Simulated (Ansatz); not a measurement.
The coordinates of a crystal:

```
CELL_PARAMETERS angstrom
4.59353 0.00000 0.00000
0.00000 4.59353 0.00000
0.00000 0.00000 16.49644
ATOMIC_POSITIONS crystal
K 0.00000 0.50000 0.25000
K 0.00000 0.00000 0.00000
K 0.50000 0.00000 0.75000
K 0.50000 0.50000 0.50000
```

Question: Work out the structure from the coordinates.

Answer: The element is potassium. It belongs to space group I4_1/amd (No. 141) and has a body-centred tetragonal lattice. The cell holds four atoms. Around each K lie four K in a square planar arrangement at 4.59 Å. The bonds build K layers parallel to (001).

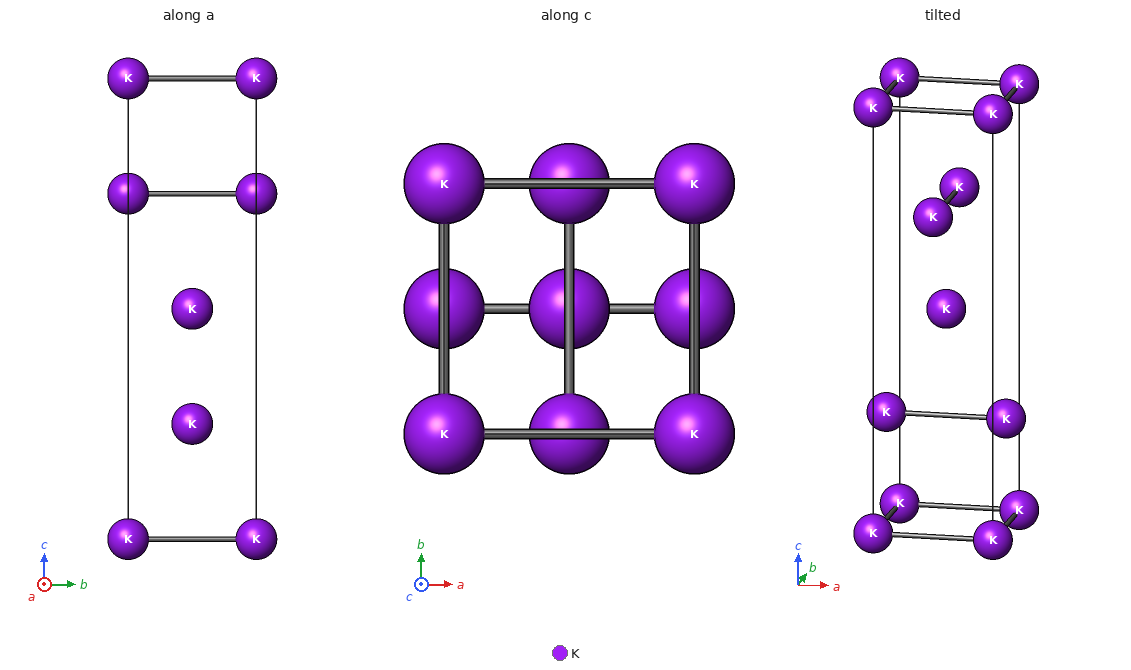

Ball-and-stick drawing of the structure, looking along the a axis, along the c axis and slightly off an axis. The parallelepiped is the conventional unit cell.

The structure comes from a structure listed in the Materials Project. The cell was then strained or its atoms displaced on purpose. It was set up as input for a calculation with Ansatz.
